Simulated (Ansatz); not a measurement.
Geometry relaxation of Sr3Ti2O7 (part 1 of 2)

System: Sr3Ti2O7 (I4/mmm, 12 atoms in the cell).
Method: DFT r2SCAN, scalar-relativistic, plane waves, PAW, no spin polarisation (Ansatz 0.2.0).

The structure derives from an entry of the Crystallography Open Database.

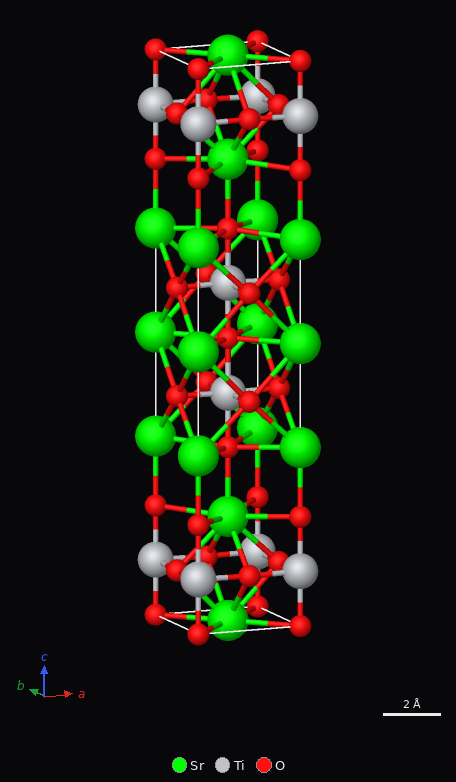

The input geometry (ball-and-stick view of the cell 2 times as large as that of the calculation, set on its symmetry axes, seen slightly off an axis). An atom can appear more than once, as a periodic image.

### Input file
```yaml
crystal:
  lattice:
    - [-1.9513476342, 1.9513476342, 10.1729659653]
    - [1.9513476342, -1.9513476342, 10.1729659653]
    - [1.9513476342, 1.9513476342, -10.1729659653]
  atoms:
    - { symbol: Sr, position: [0.5, 0.5, 0.0] }
    - { symbol: Sr, position: [0.3159435944, 0.3159435944, 0.0] }
    - { symbol: Sr, position: [0.6840564056, 0.6840564056, 0.0] }
    - { symbol: Ti, position: [0.0973263829, 0.0973263829, 0.0] }
    - { symbol: Ti, position: [0.9026736171, 0.9026736171, 0.0] }
    - { symbol: O, position: [0.0, 0.0, 0.0] }
    - { symbol: O, position: [0.1933894965, 0.1933894965, 0.0] }
    - { symbol: O, position: [0.8066105035, 0.8066105035, 0.0] }
    - { symbol: O, position: [0.5958131697, 0.0958131697, 0.5] }
    - { symbol: O, position: [0.0958131697, 0.5958131697, 0.5] }
    - { symbol: O, position: [0.4041868303, 0.9041868303, 0.5] }
    - { symbol: O, position: [0.9041868303, 0.4041868303, 0.5] }
basis:
  ecutwfc: 500
kpoints:
  mp_grid: { grid: [10, 10, 10] }
hamiltonian:
  xc: r2scan
scf:
  occupations: { method: gaussian, width: 0.02 }
output:
  forces: true
  stress: true
  eigenvalues: true
  write_density: true
  write_potential: true
  elf: true
  volumetric_format: npy
relax:
  adjacent_minimum: "off"
  f_tol: 0.005
  max_steps: 80
  cell: { stress_tol: 0.05 }
```

Launch command:
```bash
ansatz run input.yaml --threads 2 --pin off --max-ram 5120MiB --backend cpu --events-out ev --progress --plain --runs-dir out
```

### The program's output
```
basis.fft_grid_basis auto: the FFT boxes are laid along the combinations [[1, -1, 0], [0, 1, 0], [1, 0, 1]] of the cell's own vectors, 5.519, 10.541 and 3.903 Å long. The dense box has 45×80×30 points. Along the cell's own vectors, as sized, it would have 80×80×80, 4.74 times as many. Of the 16 symmetry operations that the crystal satisfies within crystal.symmetry.tolerance (time reversal apart; of a slab, those that keep its plane) the dense box along the cell's own vectors carries 16, and the one as laid loses 14 of those. basis.fft_grid_basis: typed keeps the cell's own vectors: state it where this run's energies or levels are differenced outside the engine with another run's, or held beside a run that keeps those vectors. Those combinations have planes normal to reciprocal vector 3, as the cell's own vectors have. Each planar average written beside output.write_density, output.write_potential has a row for each plane of the box: 30. The volumetric files lie along those combinations, not along the cell's own vectors: a cube or XSF file states them, and fields.json those of NumPy files.
Engine: ansatz 0.2.0, x86_64-unknown-linux-gnu
Pseudopotentials: kind: paw
Pseudopotential: Sr, paw, valence charge 10, recommended cutoff 500 eV (meta_gga), Sr.paw.azcp
Pseudopotential: Ti, paw, valence charge 12, recommended cutoff 500 eV (meta_gga), Ti.paw.azcp
Pseudopotential: O, paw, valence charge 6, recommended cutoff 500 eV (meta_gga), O.paw.azcp
Functional definition: r2SCAN
  parameter k0 = 0.174
  parameter k1 = 0.065
  parameter a1 = 4.9479
  exchange = r2scan_x(k0 = k0, k1 = k1, a1 = a1)
  correlation = r2scan_c
Crystal: 12 atoms, lattice volume = 154.945 Å³
Basis set: ecut = 500 eV, 3909 PW (Γ), FFT grids on a1−a2, a2, a1+a3, exchange–correlation on 180×320×120 points (64 copies of the dense FFT grid, shifted against one another)
Bands: 60, of which v1, the nominal top of the filled ones, is band 48 counted from 1 (47 counted from 0)
Symmetry: 16 space group operations
Space group: I4/mmm (ITA 139), of the structure as read, at distance tolerance 5.4e-5 Å
k-points: 102 of 1000
Non-local potential: Sr, projectors of the file, l = 0: 3, l = 1: 2, l = 2: 2
Non-local potential: Ti, projectors of the file, l = 0: 3, l = 1: 2, l = 2: 3, l = 3: 1
Non-local potential: O, projectors of the file, l = 0: 2, l = 1: 2, l = 2: 1
PAW form: soft (Blöchl's): semilocal exchange-correlation on the pseudo side does not see the compensation charge
PAW frozen core: Sr, regenerated for the run's functional (the file was generated under x = pbe(κ = 0.804, μ = 0.2195149727645171), c = pbe(β = 0.06672455060314922))
PAW frozen core: Ti, regenerated for the run's functional (the file was generated under x = pbe(κ = 0.804, μ = 0.2195149727645171), c = pbe(β = 0.06672455060314922))
PAW frozen core: O, regenerated for the run's functional (the file was generated under x = pbe(κ = 0.804, μ = 0.2195149727645171), c = pbe(β = 0.06672455060314922))
PAW one-centre angular grid: Sr, 302 points (default); XC on 160 Gauss nodes
PAW one-centre angular grid: Ti, 590 points (default); XC on 160 Gauss nodes
PAW one-centre angular grid: O, 302 points (default); XC on 160 Gauss nodes
Initial density: superposition of atomic densities (neutral atoms: chi_scale 0, normalization atom), corrected by the library's trained network
Initial wavefunctions: pseudopotential atomic-orbital guess
Functional: x = r2scan, c = r2scan; τ floored in thin density (d = 2e-4 eV/Å³)
SCF iter   1: F=—  HF=-19676.469559 eV  |F-HF|=—  |Δ(HF+E_count)|=         —  Δρ=1.83e-2  dr2=6.40e-1  dr2_τ=5.63e-1  ethr=1.77e-3  ⟨swp⟩=8.8  Hψ=29601  notcnv=0  defer=13
preconditioner: auto → Resta (q_TF=auto, 2.519 Å⁻¹)  ε∞=4.5  [insulator: Δε(μ)=2.838 eV  Ē_g=13.810 eV  σ=0.020 eV  W_gap=1.00  n_scr=44 (ndim 8)  ℏωp=25.7 eV  f_vac=0.016  D(μ)=0.00/eV (n_scr^D=0)  ε∞_Penn≈4.5]
SCF iter   2: F=—  HF=-19676.763994 eV  |F-HF|=—  |Δ(HF+E_count)|=   2.94e-1  Δρ=8.61e-3  dr2=5.82e-2  dr2_τ=3.06e-2  ethr=6.67e-4  ⟨swp⟩=3.0  Hψ=12962  notcnv=0  defer=594
SCF iter   3: F=—  HF=-19676.758002 eV  |F-HF|=—  |Δ(HF+E_count)|=   5.99e-3  Δρ=3.35e-3  dr2=1.00e-2  dr2_τ=9.12e-4  ethr=6.06e-5  ⟨swp⟩=2.9  Hψ=9825  notcnv=0  defer=594
SCF iter   4: F=—  HF=-19676.757428 eV  |F-HF|=—  |Δ(HF+E_count)|=   5.74e-4  Δρ=1.27e-3  dr2=1.78e-3  dr2_τ=2.72e-4  ethr=1.05e-5  ⟨swp⟩=2.0  Hψ=8604  notcnv=0  defer=594
SCF iter   5: F=—  HF=-19676.757206 eV  |F-HF|=—  |Δ(HF+E_count)|=   2.22e-4  Δρ=3.78e-4  dr2=1.86e-4  dr2_τ=1.84e-5  ethr=1.85e-6  ⟨swp⟩=2.0  Hψ=8813  notcnv=0  defer=594
SCF iter   6: F=—  HF=-19676.757196 eV  |F-HF|=—  |Δ(HF+E_count)|=   9.81e-6  Δρ=1.24e-4  dr2=1.70e-5  dr2_τ=3.25e-6  ethr=1.94e-7  ⟨swp⟩=2.0  Hψ=9036  notcnv=0  defer=594
SCF iter   7: F=—  HF=-19676.756950 eV  |F-HF|=—  |Δ(HF+E_count)|=   2.47e-4  Δρ=4.77e-5  dr2=3.87e-6  dr2_τ=2.36e-7  ethr=1.78e-8  ⟨swp⟩=2.2  Hψ=9301  notcnv=0  defer=594
SCF iter   8: F=—  HF=-19676.756950 eV  |F-HF|=—  |Δ(HF+E_count)|=   2.40e-7  Δρ=1.47e-5  dr2=3.24e-7  dr2_τ=3.29e-8  ethr=4.04e-9  ⟨swp⟩=2.0  Hψ=8758  notcnv=0  defer=594
SCF iter   9: F=-19676.756950 eV  HF=-19676.756950 eV  |F-HF|=7.67e-8  |Δ(HF+E_count)|=   1.98e-8  Δρ=7.50e-6  dr2=9.90e-8  dr2_τ=5.31e-9  ethr=1.04e-10  ⟨swp⟩=18.5  Hψ=49004  notcnv=0
SCF 1 converged in 9 iterations: F = -19676.756950 eV  dr2 = 9.90e-8
  greatest PAW one-centre occupation: 1.000 electrons in one spin orbital (limit 2), on the Ti atom at site 4 (counted from 0), in its partial waves of l = 1
relax step   1: F+E_penalty+E_count = -19676.75694954 eV  Δ(F+E_penalty+E_count) = +0.000e0 eV  max|allowed force component| = 4.308e-2 eV/Å  Δτ_max = 0.0000 Å  P = -0.014 GPa  Ω = 154.945 Å³  (9 SCF iters, dr2 threshold 1.00e-7 eV, accepted)
Crystal: 12 atoms, lattice volume = 154.883 Å³
Initial density: handed on by an earlier stage of this run
Initial wavefunctions: those handed on with the density
iter 1 solved again at ethr=2.58e-6 eV; its pass at ethr=3.10e-3 eV (dr2=2.47e-3 eV) is discarded
SCF iter   1: F=—  HF=-19676.754430 eV  |F-HF|=—  |Δ(HF+E_count)|=         —  Δρ=1.04e-3  dr2=2.61e-3  dr2_τ=1.70e-2  ethr=2.58e-6  ⟨swp⟩=3.2  Hψ=25037  notcnv=0
preconditioner: auto → Resta (q_TF=auto, 2.519 Å⁻¹)  ε∞=4.6  [insulator: Δε(μ)=2.365 eV  Ē_g=13.460 eV  σ=0.020 eV  W_gap=1.00  n_scr=44 (ndim 8)  ℏωp=25.7 eV  f_vac=0.017  D(μ)=0.00/eV (n_scr^D=0)  ε∞_Penn≈4.6]
SCF iter   2: F=—  HF=-19676.757526 eV  |F-HF|=—  |Δ(HF+E_count)|=   3.10e-3  Δρ=5.12e-4  dr2=4.39e-4  dr2_τ=5.91e-5  ethr=2.58e-6  ⟨swp⟩=2.5  Hψ=11352  notcnv=0  defer=1
SCF iter   3: F=—  HF=-19676.757437 eV  |F-HF|=—  |Δ(HF+E_count)|=   8.93e-5  Δρ=2.40e-4  dr2=1.25e-4  dr2_τ=1.32e-5  ethr=4.57e-7  ⟨swp⟩=2.0  Hψ=9287  notcnv=0
SCF iter   4: F=—  HF=-19676.757418 eV  |F-HF|=—  |Δ(HF+E_count)|=   1.89e-5  Δρ=6.98e-5  dr2=7.05e-6  dr2_τ=1.02e-6  ethr=1.30e-7  ⟨swp⟩=2.0  Hψ=8966  notcnv=0
SCF iter   5: F=—  HF=-19676.757162 eV  |F-HF|=—  |Δ(HF+E_count)|=   2.56e-4  Δρ=4.33e-5  dr2=2.56e-6  dr2_τ=3.72e-7  ethr=7.34e-9  ⟨swp⟩=2.0  Hψ=9807  notcnv=0
SCF iter   6: F=—  HF=-19676.757162 eV  |F-HF|=—  |Δ(HF+E_count)|=   1.87e-7  Δρ=1.14e-5  dr2=1.66e-7  dr2_τ=1.79e-8  ethr=2.66e-9  ⟨swp⟩=2.0  Hψ=8839  notcnv=0
SCF iter   7: F=-19676.757162 eV  HF=-19676.757162 eV  |F-HF|=1.03e-8  |Δ(HF+E_count)|=   4.24e-8  Δρ=5.08e-6  dr2=3.15e-8  dr2_τ=4.29e-9  ethr=1.21e-10  ⟨swp⟩=12.6  Hψ=45961  notcnv=0
SCF 2 converged in 7 iterations: F = -19676.757162 eV  dr2 = 3.15e-8
relax step   2: F+E_penalty+E_count = -19676.75716181 eV  Δ(F+E_penalty+E_count) = -2.123e-4 eV  max|allowed force component| = 7.247e-2 eV/Å  Δτ_max = 0.0111 Å  P = -0.007 GPa  Ω = 154.883 Å³  energy of the carried Pulay correction = +2.518e-5 eV  (7 SCF iters, dr2 threshold 1.16e-7 eV, accepted)
Crystal: 12 atoms, lattice volume = 154.858 Å³
iter 1 solved again at ethr=7.35e-7 eV; its pass at ethr=3.10e-3 eV (dr2=7.05e-4 eV) is discarded
SCF iter   1: F=—  HF=-19676.757306 eV  |F-HF|=—  |Δ(HF+E_count)|=         —  Δρ=4.97e-4  dr2=7.35e-4  dr2_τ=2.53e-3  ethr=7.35e-7  ⟨swp⟩=3.4  Hψ=23926  notcnv=0
preconditioner: auto → Resta (q_TF=auto, 2.519 Å⁻¹)  ε∞=4.6  [insulator: Δε(μ)=2.341 eV  Ē_g=13.454 eV  σ=0.020 eV  W_gap=1.00  n_scr=44 (ndim 8)  ℏωp=25.7 eV  f_vac=0.018  D(μ)=0.00/eV (n_scr^D=0)  ε∞_Penn≈4.6]
SCF iter   2: F=—  HF=-19676.757929 eV  |F-HF|=—  |Δ(HF+E_count)|=   6.23e-4  Δρ=2.58e-4  dr2=1.18e-4  dr2_τ=1.60e-5  ethr=7.35e-7  ⟨swp⟩=2.0  Hψ=11042  notcnv=0
SCF iter   3: F=—  HF=-19676.757642 eV  |F-HF|=—  |Δ(HF+E_count)|=   2.87e-4  Δρ=1.08e-4  dr2=3.23e-5  dr2_τ=2.85e-6  ethr=1.23e-7  ⟨swp⟩=2.0  Hψ=9300  notcnv=0
SCF iter   4: F=—  HF=-19676.757635 eV  |F-HF|=—  |Δ(HF+E_count)|=   6.70e-6  Δρ=3.55e-5  dr2=2.07e-6  dr2_τ=2.51e-7  ethr=3.36e-8  ⟨swp⟩=2.0  Hψ=9007  notcnv=0
SCF iter   5: F=—  HF=-19676.757635 eV  |F-HF|=—  |Δ(HF+E_count)|=   7.66e-8  Δρ=2.29e-5  dr2=7.39e-7  dr2_τ=1.04e-7  ethr=3.42e-10  ⟨swp⟩=14.9  Hψ=52681  notcnv=0
SCF iter   6: F=-19676.757635 eV  HF=-19676.757635 eV  |F-HF|=1.75e-9  |Δ(HF+E_count)|=   9.34e-8  Δρ=5.65e-6  dr2=4.00e-8  dr2_τ=4.33e-9  ethr=3.42e-10  ⟨swp⟩=11.0  Hψ=46979  notcnv=0
SCF 3 converged in 6 iterations: F = -19676.757635 eV  dr2 = 4.00e-8
relax step   3: F+E_penalty+E_count = -19676.75763539 eV  Δ(F+E_penalty+E_count) = -4.736e-4 eV  max|allowed force component| = 2.903e-2 eV/Å  Δτ_max = 0.0056 Å  P = +0.018 GPa  Ω = 154.858 Å³  energy of the carried Pulay correction = +3.530e-5 eV  (6 SCF iters, dr2 threshold 3.28e-7 eV, accepted)
Crystal: 12 atoms, lattice volume = 154.872 Å³
iter 1 solved again at ethr=7.00e-9 eV; its pass at ethr=3.10e-3 eV (dr2=6.72e-6 eV) is discarded
SCF iter   1: F=—  HF=-19676.757647 eV  |F-HF|=—  |Δ(HF+E_count)|=         —  Δρ=4.10e-5  dr2=6.73e-6  dr2_τ=2.42e-5  ethr=7.00e-9  ⟨swp⟩=2.0  Hψ=24399  notcnv=0
preconditioner: auto → Resta (q_TF=auto, 2.519 Å⁻¹)  ε∞=4.6  [insulator: Δε(μ)=2.345 eV  Ē_g=13.455 eV  σ=0.020 eV  W_gap=1.00  n_scr=44 (ndim 8)  ℏωp=25.7 eV  f_vac=0.018  D(μ)=0.00/eV (n_scr^D=0)  ε∞_Penn≈4.6]
SCF iter   2: F=—  HF=-19676.757655 eV  |F-HF|=—  |Δ(HF+E_count)|=   7.91e-6  Δρ=2.67e-5  dr2=1.18e-6  dr2_τ=1.25e-7  ethr=7.00e-9  ⟨swp⟩=2.0  Hψ=10461  notcnv=0
SCF iter   3: F=—  HF=-19676.757655 eV  |F-HF|=—  |Δ(HF+E_count)|=   1.72e-7  Δρ=1.17e-5  dr2=3.96e-7  dr2_τ=3.63e-8  ethr=1.23e-9  ⟨swp⟩=2.0  Hψ=9402  notcnv=0
SCF iter   4: F=-19676.757655 eV  HF=-19676.757655 eV  |F-HF|=9.28e-10  |Δ(HF+E_count)|=   4.33e-8  Δρ=3.94e-6  dr2=2.15e-8  dr2_τ=2.69e-9  ethr=5.49e-11  ⟨swp⟩=9.9  Hψ=46463  notcnv=0
SCF 4 converged in 4 iterations: F = -19676.757655 eV  dr2 = 2.15e-8
relax step   4: F+E_penalty+E_count = -19676.75765486 eV  Δ(F+E_penalty+E_count) = -1.947e-5 eV  max|allowed force component| = 2.138e-2 eV/Å  Δτ_max = 0.0003 Å  P = +0.007 GPa  Ω = 154.872 Å³  energy of the carried Pulay correction = +2.969e-5 eV  (4 SCF iters, dr2 threshold 5.27e-8 eV, accepted)
Crystal: 12 atoms, lattice volume = 154.886 Å³
iter 1 solved again at ethr=2.24e-8 eV; its pass at ethr=3.10e-3 eV (dr2=2.15e-5 eV) is discarded
SCF iter   1: F=—  HF=-19676.757628 eV  |F-HF|=—  |Δ(HF+E_count)|=         —  Δρ=9.88e-5  dr2=2.12e-5  dr2_τ=1.89e-4  ethr=2.24e-8  ⟨swp⟩=2.0  Hψ=25379  notcnv=0
SCF iter   2: F=—  HF=-19676.757677 eV  |F-HF|=—  |Δ(HF+E_count)|=   4.89e-5  Δρ=6.18e-5  dr2=4.72e-6  dr2_τ=3.97e-7  ethr=2.20e-8  ⟨swp⟩=2.0  Hψ=11001  notcnv=0
SCF iter   3: F=—  HF=-19676.757677 eV  |F-HF|=—  |Δ(HF+E_count)|=   9.03e-8  Δρ=3.13e-5  dr2=1.94e-6  dr2_τ=2.29e-7  ethr=4.92e-9  ⟨swp⟩=2.0  Hψ=9486  notcnv=0
SCF iter   4: F=—  HF=-19676.757677 eV  |F-HF|=—  |Δ(HF+E_count)|=   1.46e-7  Δρ=8.55e-6  dr2=9.21e-8  dr2_τ=1.44e-8  ethr=2.02e-9  ⟨swp⟩=2.0  Hψ=7551  notcnv=0
SCF iter   5: F=-19676.757677 eV  HF=-19676.757677 eV  |F-HF|=7.85e-9  |Δ(HF+E_count)|=   3.91e-8  Δρ=4.20e-6  dr2=2.54e-8  dr2_τ=2.79e-9  ethr=2.98e-11  ⟨swp⟩=11.7  Hψ=44039  notcnv=0
SCF 5 converged in 5 iterations: F = -19676.757677 eV  dr2 = 2.54e-8
relax step   5: F+E_penalty+E_count = -19676.75767686 eV  Δ(F+E_penalty+E_count) = -2.200e-5 eV  max|allowed force component| = 7.699e-4 eV/Å  Δτ_max = 0.0009 Å  P = +0.000 GPa  Ω = 154.886 Å³  energy of the carried Pulay correction = +2.417e-5 eV  (5 SCF iters, dr2 threshold 2.86e-8 eV, accepted)
Initial wavefunctions: pseudopotential atomic-orbital guess (no wavefunctions were taken with the density)
iter 1 solved again at ethr=6.42e-7 eV; its pass at ethr=3.10e-3 eV (dr2=6.17e-4 eV) is discarded
SCF iter   1: F=—  HF=-19676.757910 eV  |F-HF|=—  |Δ(HF+E_count)|=         —  Δρ=5.71e-6  dr2=5.07e-8  dr2_τ=5.75e-9  ethr=6.42e-7  ⟨swp⟩=4.0  Hψ=46566  notcnv=0
eigensolver tolerance schedule: the retry pair's looser diagonalisation over-reported the residual by 12157.26 of it (diagonalisation noise at an unbounded share of the residual, at the tolerance the schedule requests for it); recorded, not acted on — ethr = c·dr2/N_el stays at c = 1.0e-1
preconditioner: auto → Resta (q_TF=auto, 2.519 Å⁻¹)  ε∞=4.6  [insulator: Δε(μ)=2.346 eV  Ē_g=13.456 eV  σ=0.020 eV  W_gap=1.00  n_scr=44 (ndim 8)  ℏωp=25.7 eV  f_vac=0.018  D(μ)=0.00/eV (n_scr^D=0)  ε∞_Penn≈4.6]
SCF iter   2: F=—  HF=-19676.757652 eV  |F-HF|=—  |Δ(HF+E_count)|=   2.58e-4  Δρ=3.45e-6  dr2=1.44e-8  dr2_τ=4.35e-9  ethr=5.28e-11  ⟨swp⟩=4.0  Hψ=17133  notcnv=0
SCF iter   3: F=—  HF=-19676.757652 eV  |F-HF|=—  |Δ(HF+E_count)|=  9.90e-10  Δρ=1.65e-6  dr2=3.93e-9  dr2_τ=3.12e-10  ethr=1.50e-11  ⟨swp⟩=2.0  Hψ=8992  notcnv=0
SCF iter   4: F=—  HF=-19676.757652 eV  |F-HF|=—  |Δ(HF+E_count)|=  9.79e-10  Δρ=7.84e-7  dr2=1.05e-9  dr2_τ=1.06e-10  ethr=4.09e-12  ⟨swp⟩=2.2  Hψ=8884  notcnv=0
SCF iter   5: F=—  HF=-19676.757652 eV  |F-HF|=—  |Δ(HF+E_count)|=  1.71e-10  Δρ=3.13e-7  dr2=1.41e-10  dr2_τ=2.69e-11  ethr=1.09e-12  ⟨swp⟩=2.6  Hψ=11072  notcnv=0
SCF iter   6: F=-19676.757652 eV  HF=-19676.757652 eV  |F-HF|=3.64e-11  |Δ(HF+E_count)|=  1.46e-11  Δρ=1.68e-7  dr2=5.02e-11  dr2_τ=4.57e-12  ethr=1.00e-12  ⟨swp⟩=8.2  Hψ=30719  notcnv=0
SCF 6 converged in 6 iterations: F = -19676.757652 eV  dr2 = 5.02e-11
relax step   6: F+E_penalty+E_count = -19676.75765196 eV  Δ(F+E_penalty+E_count) = +2.490e-5 eV  max|allowed force component| = 7.626e-4 eV/Å  Δτ_max = 0.0000 Å  P = +0.000 GPa  Ω = 154.886 Å³  stress off target by 5.41e-3 GPa  SCF on the basis re-selected at this cell (its energy is not comparable with the rows above)  (6 SCF iters)
```

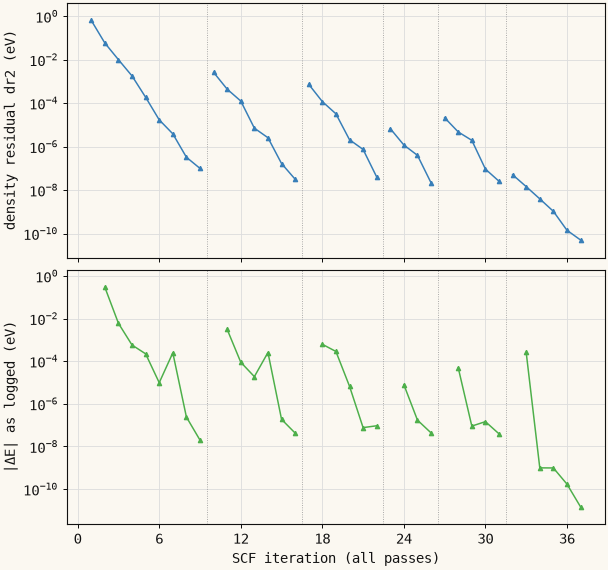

Convergence of the self-consistent field: density residual dr2 and size of the energy change against the SCF iteration. The dotted lines part the SCF passes of the relaxation: geometry steps, rejected trials and re-solves on a re-selected basis. The 6 passes take 4 to 9 iterations each, 37 in all.

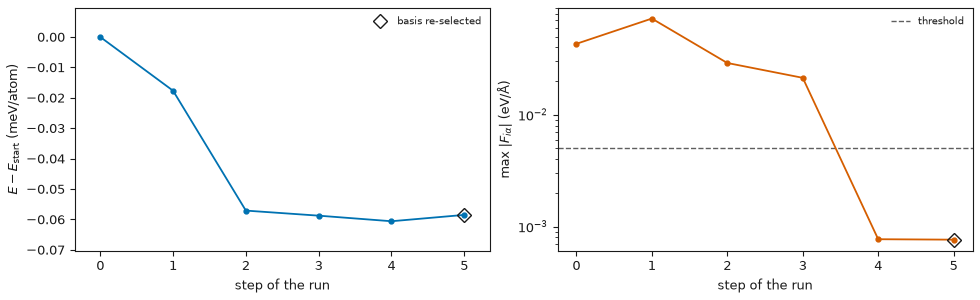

Progress of the relaxation, step by step (the first geometry is step 0 here and step 1 in the log). The energy falls by 0.1 meV per atom in 4 geometry steps. The largest force component goes from 0.043 to 0.00076 eV/Å. Pressure: −0.01 GPa at the start and 0.00 GPa at the end. The largest moves, 0.006 Å, are those of O9, O10, O11 and O12. Largest moves by element: O 0.006 Å, Sr 0.005 Å, Ti 0.005 Å. The cell stays as it was. Distances before and after: Sr2–O7 2.493 → 2.485 Å, Ti4–O6 1.980 → 1.985 Å, Sr1–O10 2.758 → 2.763 Å. The space group stays I4/mmm (No. 139). A last SCF at the same geometry on a re-selected plane-wave basis shifts the energy by +0.0 meV per atom. (Atoms are counted from 1 in the order of the input.)
